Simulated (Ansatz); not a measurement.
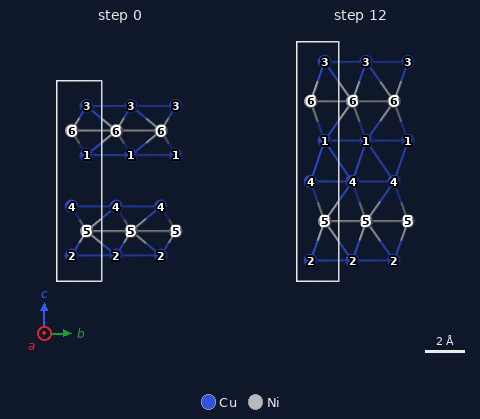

The structure of crystalline Cu2Ni (built on the 2H molybdenite_194 type) (coarse preliminary run) before (left) and after (right) a relaxation, at one scale.

A ball-and-stick model of the cell of the calculation, repeated 1 × 3 × 1 with one cell outlined, seen along the a axis.

Case: 2H molybdenite type (P6_3/mmc, No. 194).

Computed with DFT PBE, scalar-relativistic, plane waves, PAW (Ansatz).

The input:
```yaml
crystal:
  lattice:
    - [2.6998521964, 0.0, 0.0]
    - [-1.3499260982, 2.3381405886, 0.0]
    - [0.0, 0.0, 10.5013179172]
  atoms:
    - { symbol: Cu, position: [0.3333333333, 0.6666666667, 0.6275] }
    - { symbol: Cu, position: [0.6666666667, 0.3333333333, 0.1275] }
    - { symbol: Cu, position: [0.3333333333, 0.6666666667, 0.8725] }
    - { symbol: Cu, position: [0.6666666667, 0.3333333333, 0.3725] }
    - { symbol: Ni, position: [0.3333333333, 0.6666666667, 0.25], spin: 0.25 }
    - { symbol: Ni, position: [0.6666666667, 0.3333333333, 0.75], spin: 0.25 }
basis:
  ecutwfc: 420
kpoints:
  mp_grid: { grid: [6, 6, 2] }
hamiltonian:
  xc: pbe
scf:
  occupations: { method: gaussian, width: 0.1 }
  lower_state_search: "off"
output:
  forces: true
  stress: true
  eigenvalues: true
  populations: true
magnetization:
  spin_polarized: true
relax:
  adjacent_minimum: "off"
  f_tol: 0.04
  max_steps: 70
  cell: { stress_tol: 0.4 }
```

Command:
```bash
ansatz run input.yaml --threads 1 --pin off --max-ram 2560MiB --backend cpu --events-out ev --progress --plain --runs-dir out
```

What changed between the two?

Answer. The energy falls by 1698 meV per atom in 10 accepted moves (12 points after the start). Largest force component: 9.1 eV/Å at the start, 0.0015 eV/Å at the end. Pressure: 82.16 GPa at the start and −0.02 GPa at the end. The SCF was repeated twice at an unchanged geometry on a basis and grid sized afresh for the cell, which shifted the energy by 12.0 meV per atom at most. The largest moves relative to the cell, 0.53 Å, are those of Cu1, Cu2, Cu3 and Cu4. Cu1 goes along −c. Ni stays in place. Cell: a = b 2.700 → 2.521 Å (−6.6 %), c 10.501 → 12.550 Å (+19.5 %). Volume +4.2 %. Among the contacts that change: Cu1–Cu3 2.573 → 4.134 Å, Cu1–Cu4 3.098 → 2.589 Å, Cu1–Ni6 2.021 → 2.528 Å, Ni5–Ni5 2.700 → 2.521 Å. The space group stays P6_3/mmc (No. 194). The program noted that the starting moments weren't kept. The run may lie on a higher electronic state than the lowest, so the end point isn't shown to be the ground-state structure. Cost: 79 s on 1 thread of Intel(R) Xeon(R) 6975P-C (Granite Rapids), with other jobs on the host, peak memory 0.48 GiB.

Limits of the set-up: the k-point mesh is coarse for a cell with partly filled bands.
